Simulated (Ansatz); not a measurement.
## What a change does: single-point calculation on Ti

System: Ti (Im-3m, 1 atom in the cell).
Method of run 1: DFT PBE, scalar-relativistic, plane waves, PAW, no spin polarisation (Ansatz 0.2.0).

The structure was built on a prototype by a generator; it need not be a known phase. Text and figures count atoms from 1; the logs count them from 0 in places.

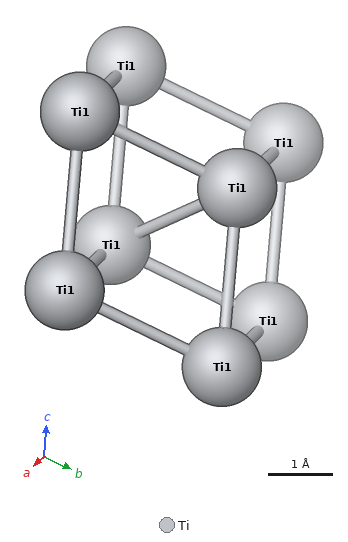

The input geometry (ball-and-stick view of the cell of the calculation, seen slightly off an axis; atoms are numbered from 1 in the order of the input).

**Input file, run 1**
```yaml
crystal:
  lattice:
    - [-1.6402841938, 1.6402841938, 1.6402841938]
    - [1.6402841938, -1.6402841938, 1.6402841938]
    - [1.6402841938, 1.6402841938, -1.6402841938]
  atoms:
    - { symbol: Ti, position: [0.0, 0.0, 0.0] }
basis:
  ecutwfc: 600
  ecutrho_ratio: 5
kpoints:
  mp_grid: { grid: [8, 8, 8] }
hamiltonian:
  xc: pbe
scf:
  occupations: { method: gaussian, width: 0.05 }
output:
  forces: true
  stress: true
  eigenvalues: true
```

Hardware: 4 threads of an x86-64 CPU, shared host.

**Output, shortened to warnings, some set-up lines, iterations and results (run 1)**
```
Basis set: ecut = 600 eV, 603 PW (Γ), exchange–correlation on 54×54×54 points (8 copies of the dense FFT grid, shifted against one another)
Symmetry: 48 space group operations
k-points: 29 of 512
Initial density: superposition of atomic densities (neutral atoms: chi_scale 0, normalization atom), corrected by the library's trained network
[...]
SCF iter   1: F=—  HF=-2499.557403 eV  |F-HF|=—  |Δ(HF+E_count)|=         —  Δρ=2.62e-3  dr2=1.21e-3  ethr=1.77e-3  ⟨swp⟩=4.6  Hψ=1555  notcnv=0
SCF iter   2: F=—  HF=-2499.556982 eV  |F-HF|=—  |Δ(HF+E_count)|=   4.21e-4  Δρ=1.22e-3  dr2=1.09e-4  ethr=1.01e-5  ⟨swp⟩=2.5  Hψ=667  notcnv=0  defer=5
SCF iter   3: F=—  HF=-2499.556966 eV  |F-HF|=—  |Δ(HF+E_count)|=   1.55e-5  Δρ=4.96e-4  dr2=1.89e-5  ethr=9.12e-7  ⟨swp⟩=2.2  Hψ=430  notcnv=0  defer=5
SCF iter   4: F=—  HF=-2499.556975 eV  |F-HF|=—  |Δ(HF+E_count)|=   8.34e-6  Δρ=1.32e-4  dr2=1.20e-6  ethr=1.58e-7  ⟨swp⟩=1.8  Hψ=330  notcnv=0  defer=5
SCF iter   5: F=-2499.556976 eV  HF=-2499.556976 eV  |F-HF|=1.63e-8  |Δ(HF+E_count)|=   1.09e-6  Δρ=1.53e-5  dr2=1.25e-8  ethr=1.00e-8  ⟨swp⟩=2.0  Hψ=340  notcnv=0  defer=5
SCF iter   6: F=-2499.556976 eV  HF=-2499.556976 eV  |F-HF|=9.69e-11  |Δ(HF+E_count)|=   1.78e-8  Δρ=1.06e-6  dr2=5.61e-11  ethr=1.04e-10  ⟨swp⟩=2.4  Hψ=945  notcnv=0
SCF 1 converged in 6 iterations: F = -2499.556976 eV  dr2 = 5.61e-11
SCF converged after 6 iterations
Free energy (F): -2499.556976 eV
Harris-Foulkes:  -2499.556976 eV  (|F-HF|=9.69e-11)
Internal energy: -2499.553765 eV  (E = F + TS)
E sigma→0 (E₀):  -2499.555370 eV
Entropy (-TS):   -0.003211 eV (-3.211 meV/atom)
Fermi energy:    12.866043 eV
--- Per-component energies (eV) ---
  E_band       = -159.863397
  E_kinetic    = 272.253342
  E_local      = -822.464619  (includes V_loc(G=0)·N_el)
  E_nonlocal   = 8.416217
  E_hartree    = 337.383605
  E_xc         = -97.275623
  E_vxc        = -121.681741  (∫ρ·V_xc dr)
  E_paw        = -1047.741495  (= ΣΔE_a)
  E_vpaw       = -171.153752  (= ΣTr[D̂ρ^β])
  E_aug_tail   = -0.000000  (compensation charges beyond the density's cutoff)
  E_ewald      = -1150.125192
  E_smearing   = -0.003211  (= −TS)
  E_closure    = 0.000000  (closes the sum)
  Σ components = -2499.556976   (vs F -2499.556976, Δ=0.00e0)
--- Forces (eV/Å), atoms counted from 1 ---
  atom   1  Ti     0.00000000    -0.00000000     0.00000000
  max |Σ_I F_I| component: 1.48e-31 eV/Å
--- Stress (GPa, compression-positive) ---
       -2.614373       0.000000       0.000000
        0.000000      -2.614373       0.000000
       -0.000000      -0.000000      -2.614373
  P = ⅓ Tr σ = -2.6144 GPa (-26.144 kbar)
```

For run 2 the input was changed thus:
```diff
-    - [-1.6402841938, 1.6402841938, 1.6402841938]
-    - [1.6402841938, -1.6402841938, 1.6402841938]
-    - [1.6402841938, 1.6402841938, -1.6402841938]
+    - [-1.6268651458, 1.6268651458, 1.6268651458]
+    - [1.6268651458, -1.6268651458, 1.6268651458]
+    - [1.6268651458, 1.6268651458, -1.6268651458]
```

What does this change do to the results?

With the same functional and potentials, run 2 lies 3.6 meV per atom lower. The pressure goes from −2.61 to −0.01 GPa. The volume per atom goes from 17.65 to 17.22 Å³. The cell is scaled evenly with the atoms at fixed fractional positions, so −ΔP/Δ ln V estimates the bulk modulus midway between the two volumes: about 110 GPa. The number of SCF iterations is the same.

**Output, shortened to warnings, some set-up lines, iterations and results (run 2)**
```
Basis set: ecut = 600 eV, 603 PW (Γ), exchange–correlation on 54×54×54 points (8 copies of the dense FFT grid, shifted against one another)
Symmetry: 48 space group operations
k-points: 29 of 512
Initial density: superposition of atomic densities (neutral atoms: chi_scale 0, normalization atom), corrected by the library's trained network
[...]
SCF iter   1: F=—  HF=-2499.560806 eV  |F-HF|=—  |Δ(HF+E_count)|=         —  Δρ=2.35e-3  dr2=8.57e-4  ethr=1.77e-3  ⟨swp⟩=4.6  Hψ=1548  notcnv=0
SCF iter   2: F=—  HF=-2499.560547 eV  |F-HF|=—  |Δ(HF+E_count)|=   2.59e-4  Δρ=1.09e-3  dr2=7.41e-5  ethr=7.14e-6  ⟨swp⟩=1.8  Hψ=594  notcnv=0  defer=3
SCF iter   3: F=—  HF=-2499.560548 eV  |F-HF|=—  |Δ(HF+E_count)|=   1.00e-6  Δρ=4.61e-4  dr2=1.51e-5  ethr=6.17e-7  ⟨swp⟩=2.3  Hψ=437  notcnv=0  defer=3
SCF iter   4: F=—  HF=-2499.560557 eV  |F-HF|=—  |Δ(HF+E_count)|=   9.27e-6  Δρ=1.99e-4  dr2=2.82e-6  ethr=1.26e-7  ⟨swp⟩=1.1  Hψ=293  notcnv=0  defer=3
SCF iter   5: F=—  HF=-2499.560559 eV  |F-HF|=—  |Δ(HF+E_count)|=   1.94e-6  Δρ=4.20e-5  dr2=1.22e-7  ethr=2.35e-8  ⟨swp⟩=2.0  Hψ=324  notcnv=0  defer=3
SCF iter   6: F=-2499.560559 eV  HF=-2499.560559 eV  |F-HF|=8.90e-10  |Δ(HF+E_count)|=   9.35e-8  Δρ=4.57e-6  dr2=1.47e-9  ethr=8.33e-10  ⟨swp⟩=4.1  Hψ=853  notcnv=0
SCF 1 converged in 6 iterations: F = -2499.560559 eV  dr2 = 1.47e-9
SCF converged after 6 iterations
Free energy (F): -2499.560559 eV
Harris-Foulkes:  -2499.560559 eV  (|F-HF|=8.90e-10)
Internal energy: -2499.557393 eV  (E = F + TS)
E sigma→0 (E₀):  -2499.558976 eV
Entropy (-TS):   -0.003166 eV (-3.166 meV/atom)
Fermi energy:    13.245110 eV
--- Per-component energies (eV) ---
  E_band       = -154.958490
  E_kinetic    = 272.894370
  E_local      = -808.912295  (includes V_loc(G=0)·N_el)
  E_nonlocal   = 8.453324
  E_hartree    = 332.942470
  E_xc         = -97.488322
  E_vxc        = -121.970846  (∫ρ·V_xc dr)
  E_paw        = -1047.835046  (= ΣΔE_a)
  E_vpaw       = -171.307366  (= ΣTr[D̂ρ^β])
  E_aug_tail   = -0.000000  (compensation charges beyond the density's cutoff)
  E_ewald      = -1159.611894
  E_smearing   = -0.003166  (= −TS)
  E_closure    = -0.000000  (closes the sum)
  Σ components = -2499.560559   (vs F -2499.560559, Δ=0.00e0)
--- Forces (eV/Å), atoms counted from 1 ---
  atom   1  Ti     0.00000000    -0.00000000     0.00000000
  max |Σ_I F_I| component: 2.63e-31 eV/Å
--- Stress (GPa, compression-positive) ---
       -0.009357      -0.000000      -0.000000
       -0.000000      -0.009357       0.000000
       -0.000000       0.000000      -0.009357
  P = ⅓ Tr σ = -0.0094 GPa (-0.094 kbar)
```

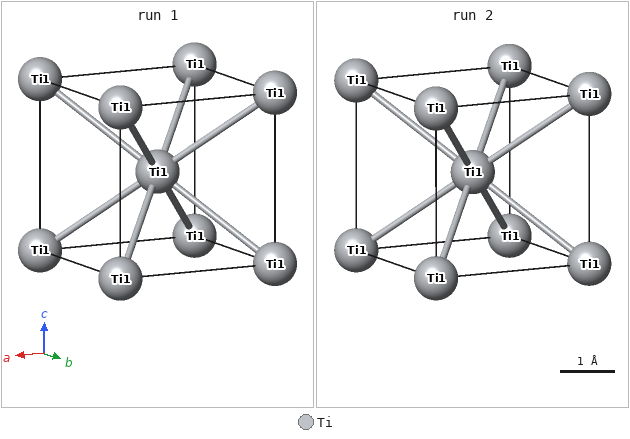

The two input geometries at one scale (ball-and-stick view of the cell 2 times as large as that of the calculation, set on its symmetry axes, seen at an oblique angle). No atom moves by more than 0.005 Å relative to the cell. Cell: a = b = c 3.281 → 3.254 Å (−0.8 %). Volume −2.4 %. Among the contacts that change: Ti1–Ti1 2.841 → 2.818 Å.

**The two runs side by side**

```csv
quantity,run 1,run 2
outcome,converged,converged
free energy per atom (eV),−2499.5570,−2499.5606
"energy per atom, smearing taken to zero (eV)",−2499.5554,−2499.5590
gap on the mesh (eV),0.00,0.00
pressure (GPa),−2.61,−0.01
volume per atom (Å³),17.65,17.22
largest force (eV/Å),0.000,0.000
SCF iterations,6,6
irreducible k-points,29,29
plane waves at Γ,603,603
```
